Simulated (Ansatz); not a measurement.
**Geometry relaxation of Ti (part 2 of 2)**

The same run, continued: Ti (P6₃/mmc, 2 atoms in the cell); DFT PBE+D3(BJ), scalar-relativistic, plane waves, PAW, no spin polarisation (Ansatz 0.2.0); cutoff 420 eV, 18×18×10 k-mesh, Gaussian smearing of 0.1 eV. The structure derives from an entry of the Crystallography Open Database.

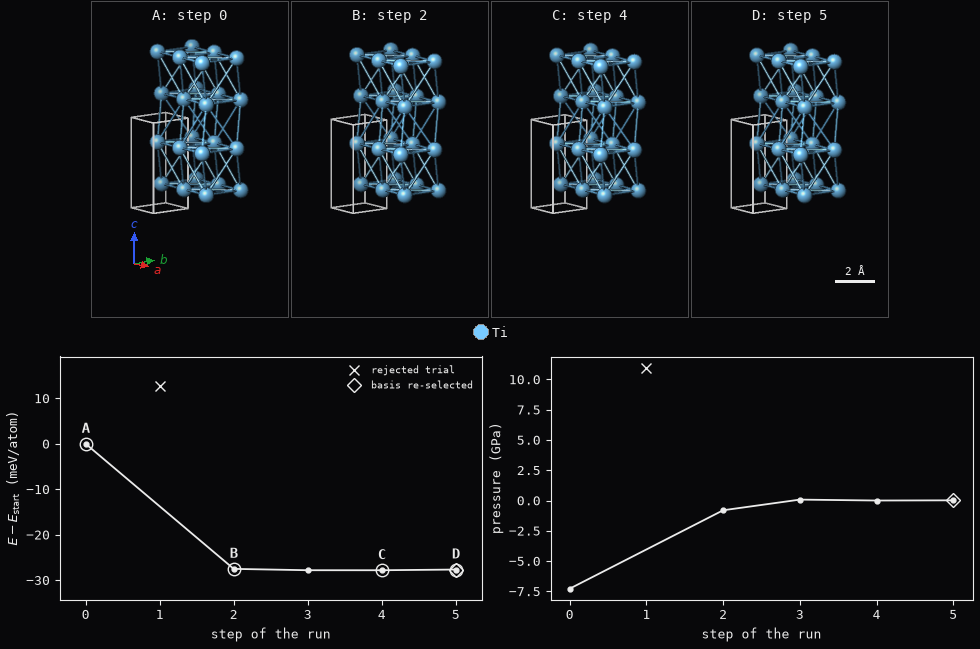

Fig. 1: Frames of the relaxation (ball-and-stick view of the cell of the calculation, repeated 3 × 2 × 2, seen slightly off an axis) above the curves, on which the letters mark them (the first geometry is step 0 here and step 1 in the log).

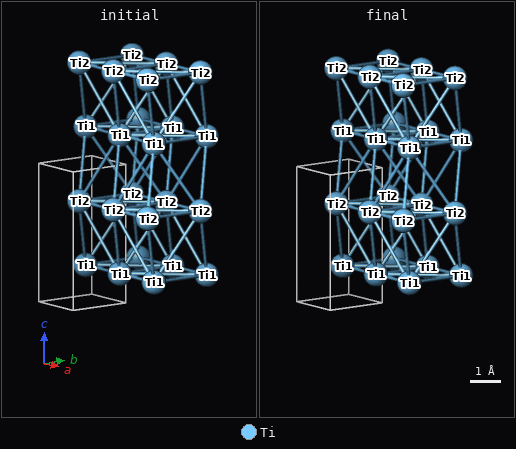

Fig. 2: Before (left) and after (right) the relaxation, at one scale (ball-and-stick view of the cell of the calculation, repeated 3 × 2 × 2, seen slightly off an axis). No atom moves by more than 0.005 Å relative to the cell. The volume changes by −6.5 %, with a = b 2.950 → 2.886 Å (−2.2 %), c 4.686 → 4.574 Å (−2.4 %). Among the contacts that change: Ti1–Ti2 2.897 → 2.830 Å, Ti1–Ti1 2.950 → 2.886 Å. The space group stays P6_3/mmc (No. 194). After 4 geometry steps the energy has fallen by 27.8 meV per atom. All forces vanish by symmetry, so only the cell relaxes. The pressure goes from −7.28 to 0.02 GPa. The line search rejected the trial step at point 1 (counted from 0) and went back. A last SCF at the same geometry on a re-selected plane-wave basis shifts the energy by +0.2 meV per atom. (Atoms are counted from 1 in the order of the input.)

```
basis re-selected at this cell: Δ(F+E_penalty+E_count) = +3.058e-4 eV, ΔP = +0.016 GPa vs the last step (what re-selecting the basis moved, of the pressure what is left beyond the Pulay correction that the steps carried, after the strain that the cell walked since its last selection, with what the two solves' SCF thresholds leave and, on support functions, any second-order correction that the steps lacked; it is no measure of the basis error at this ecutwfc). This SCF's stress stands 2.56e-2 GPa from its target on what of the cell is left free (relax.cell.stress_tol is 5.00e-2 GPa) and its largest allowed force component is 1.48e-16 eV/Å (relax.f_tol is 5.00e-3 eV/Å): within both
SCF converged after 6 iterations
Free energy (F): -5000.574263 eV
Harris-Foulkes:  -5000.574263 eV  (|F-HF|=9.09e-13)
Internal energy: -5000.565386 eV  (E = F + TS)
E sigma→0 (E₀):  -5000.569824 eV
Entropy (-TS):   -0.008878 eV (-4.439 meV/atom)
Fermi energy:    14.216016 eV
--- Per-component energies (eV) ---
  E_band       = -293.958322
  E_kinetic    = 547.539088
  E_local      = -1569.221516  (includes V_loc(G=0)·N_el)
  E_nonlocal   = 16.279939
  E_hartree    = 649.473840
  E_xc         = -195.849311
  E_vxc        = -245.115885  (∫ρ·V_xc dr)
  E_paw        = -2095.546878  (= ΣΔE_a)
  E_vpaw       = -342.387849  (= ΣTr[D̂ρ^β])
  E_aug_tail   = 0.000223  (compensation charges beyond the density's cutoff)
  E_ewald      = -2351.971146
  E_disp       = -1.269624  (pairwise vdW)
  E_smearing   = -0.008878  (= −TS)
  E_closure    = 0.000000  (closes the sum)
  Σ components = -5000.574263   (vs F -5000.574263, Δ=0.00e0)
--- Forces (eV/Å), atoms counted from 1 ---
  atom   1  Ti     0.00000000    -0.00000000     0.00000000
  atom   2  Ti     0.00000000     0.00000000    -0.00000000
  max |Σ_I F_I| component: 7.40e-17 eV/Å
--- Stress (GPa, compression-positive) ---
        0.025568       0.000000       0.000000
        0.000000       0.025568       0.000000
        0.000000       0.000000       0.002230
  P = ⅓ Tr σ = 0.0178 GPa (0.178 kbar)
--- Band table (eV; the first three rows and the last of 222) ---
  k-point 0: bands = ["-42.5218", "-42.3521", "-19.1911", "-18.4380", "-18.4380", "-18.3529", "-18.3204", "-18.3204", "7.9137", "11.3958", "15.0108", "15.0108", "15.1089", "15.1338", "15.5495", "15.5495"]
  k-point 1: bands = ["-42.5178", "-42.3563", "-19.1715", "-18.4352", "-18.4352", "-18.3744", "-18.3233", "-18.3233", "8.0024", "11.3622", "14.9494", "14.9657", "14.9657", "15.0833", "15.4990", "15.4990"]
  k-point 2: bands = ["-42.5059", "-42.3685", "-19.1143", "-18.4365", "-18.4269", "-18.4269", "-18.3317", "-18.3317", "8.2631", "11.2305", "14.5964", "14.8843", "14.8843", "14.9401", "15.3680", "15.3680"]
  k-point 221: bands = ["-42.3365", "-42.3365", "-18.9746", "-18.9746", "-18.7608", "-18.7608", "-18.4672", "-18.4672", "12.8881", "12.8881", "13.0637", "13.0637", "14.0094", "14.0094", "15.9778", "15.9778"]
--- Relaxed structure (5 steps of the walk, 4 accepted, 1 SCFs on fresh bases) ---
  F+E_penalty+E_count = -5000.57426309 eV   max|allowed force component| = 1.480e-16 eV/Å   (the final SCF, on the basis selected at the relaxed cell)
  cell:  # Å, volume = 33.0040 Å³
    - [2.8864649755418377, 0.0, 0.0]
    - [-1.4432324877709188, 2.4997519959532593, 0.0]
    - [0.0, 0.0, 4.574082315412432]
  atoms:
    - { symbol: Ti, position: [0.3333333333333333, 0.6666666666666666, 0.25] }
    - { symbol: Ti, position: [0.6666666666666666, 0.3333333333333333, 0.7499999999999999] }
```

Trajectory as extended XYZ (Å, eV, eV/Å), 6 frames, from step=1 to step=6:
```
2
Lattice="2.9500 0.0000 0.0000 -1.4750 2.5548 0.0000 0.0000 0.0000 4.6860" Properties=species:S:1:pos:R:3:forces:R:3 step=1 energy=-5000.51896 pressure_GPa=-7.28
Ti    0.0000    1.7032    1.1715    0.0000   0.0000   0.0000
Ti    1.4750    0.8516    3.5145    0.0000   0.0000   0.0000
2
Lattice="2.8062 0.0000 0.0000 -1.4031 2.4302 0.0000 0.0000 0.0000 4.4715" Properties=species:S:1:pos:R:3:forces:R:3 step=2 energy=-5000.49350 pressure_GPa=10.98 accepted=F
Ti    0.0000    1.6202    1.1179    0.0000   0.0000   0.0000
Ti    1.4031    0.8101    3.3536    0.0000   0.0000   0.0000
2
Lattice="2.8916 0.0000 0.0000 -1.4458 2.5042 0.0000 0.0000 0.0000 4.5883" Properties=species:S:1:pos:R:3:forces:R:3 step=3 energy=-5000.57397 pressure_GPa=-0.80
Ti    0.0000    1.6695    1.1471    0.0000   0.0000   0.0000
Ti    1.4458    0.8347    3.4412    0.0000   0.0000   0.0000
2
Lattice="2.8856 0.0000 0.0000 -1.4428 2.4990 0.0000 0.0000 0.0000 4.5739" Properties=species:S:1:pos:R:3:forces:R:3 step=4 energy=-5000.57456 pressure_GPa=0.08
Ti    0.0000    1.6660    1.1435    0.0000   0.0000   0.0000
Ti    1.4428    0.8330    3.4305    0.0000   0.0000   0.0000
2
Lattice="2.8865 0.0000 0.0000 -1.4432 2.4998 0.0000 0.0000 0.0000 4.5741" Properties=species:S:1:pos:R:3:forces:R:3 step=5 energy=-5000.57457 pressure_GPa=0.00
Ti    0.0000    1.6665    1.1435    0.0000   0.0000   0.0000
Ti    1.4432    0.8333    3.4306    0.0000   0.0000   0.0000
2
Lattice="2.8865 0.0000 0.0000 -1.4432 2.4998 0.0000 0.0000 0.0000 4.5741" Properties=species:S:1:pos:R:3:forces:R:3 step=6 energy=-5000.57426 pressure_GPa=0.02
Ti    0.0000    1.6665    1.1435    0.0000   0.0000   0.0000
Ti    1.4432    0.8333    3.4306    0.0000   0.0000   0.0000
```

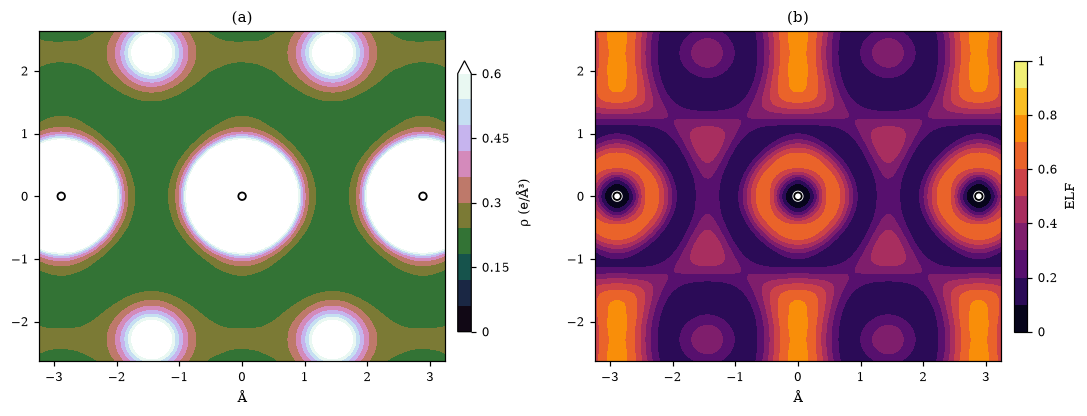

Fig. 3: (a) valence pseudo-density; (b) ELF on the (100) plane of the conventional cell. Circles mark the nuclei in the plane (Ti). The section cuts through Ti sites. Ti–Ti (2.89 Å): ρ at the midpoint is about 0.2 e/Å³; the ELF is about 0.25 at the midpoint (no localised pair between them). Away from the nuclei the density in this plane falls to 0.19 e/Å³ at its lowest. The strong features right at Ti lie inside the PAW spheres (semicore, d or f shells) and say nothing about bonding. In a PAW calculation such maps are meaningful between the atoms, not at the nuclei.

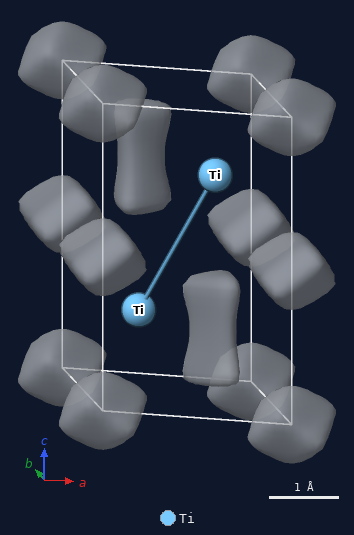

Fig. 4: Isosurface of the electron localisation function at 0.55 (grey), seen slightly off an axis. Core shells and regions of very low density are left out. Sticks mark near contacts. The outline is the cell set on symmetry axes. Along the contacts the grid gives the following. Ti–Ti (2.83 Å): the ELF is about 0.20 at the midpoint; no shared electron pair. Ti–Ti (2.89 Å): the ELF is about 0.25 at the midpoint; no shared electron pair.

The run was set up as follows.

Input file:
```yaml
crystal:
  lattice:
    - [2.9499978604, 0.0, 0.0]
    - [-1.4749989302, 2.5547730882, 0.0]
    - [0.0, 0.0, 4.686]
  atoms:
    - { symbol: Ti, position: [0.3333333333, 0.6666666667, 0.25] }
    - { symbol: Ti, position: [0.6666666667, 0.3333333333, 0.75] }
basis:
  ecutwfc: 420
kpoints:
  mp_grid: { grid: [18, 18, 10] }
hamiltonian:
  xc: pbe
  dispersion: d3bj
scf:
  occupations: { method: gaussian, width: 0.1 }
output:
  forces: true
  stress: true
  eigenvalues: true
  write_density: true
  write_potential: true
  elf: true
  volumetric_format: npy
relax:
  adjacent_minimum: "off"
  f_tol: 0.005
  max_steps: 80
  cell: { stress_tol: 0.05 }
```

Command:
```bash
ansatz run input.yaml --threads 8 --pin off --max-ram 20480MiB --backend cpu --events-out ev --progress --plain --runs-dir out
```

Key numbers:

```tsv
quantity	value
outcome	converged
space group (tolerance 0.01 Å)	P6₃/mmc (194)
electrons treated	24
free energy	−5000.5743 eV
Fermi energy	14.216 eV
gap on the k-point mesh	none (metallic)
pressure	0.02 GPa
final volume	33.00 Å³
largest force (length of the vector) at the end	under 0.001 eV/Å
final cell	a = 2.886 Å, b = 2.886 Å, c = 4.574 Å, α = 90.00°, β = 90.00°, γ = 120.00°
hardware	8 threads of Intel Xeon @ 2.50GHz (Skylake/Cascade Lake), 189 GiB of memory available, shared host
wall time	12 s (CPU time 76 s)
peak memory	0.51 GiB
```
